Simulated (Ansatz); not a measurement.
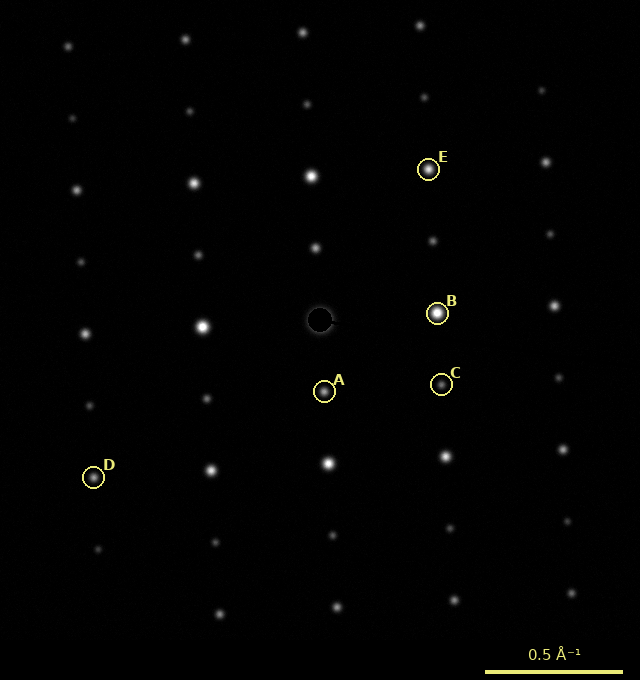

Kinematic zone-axis pattern, calculated for 200 keV electrons with B = 0.8 Å². The zone axis points towards the electron source and the pattern is seen from the source side.

RbCl, space group Fm-3m (No. 225), a = 6.57 Å. Structure: the input geometry of an electronic-structure calculation (not necessarily at equilibrium).

Spot A is indexed -1 1 1 and spot B 0 -2 2.

**Give hkl for C, D, E.**

C = A + B = -1 -1 3 (d = 1.981 Å). D = 2A − 2B = -2 6 -2 (d = 0.990 Å). E = −2A + B = 2 -4 0 (d = 1.469 Å).

**Which zone axis is this?**

The cross product of A and B is parallel to [211]; every spot obeys hu + kv + lw = 0.
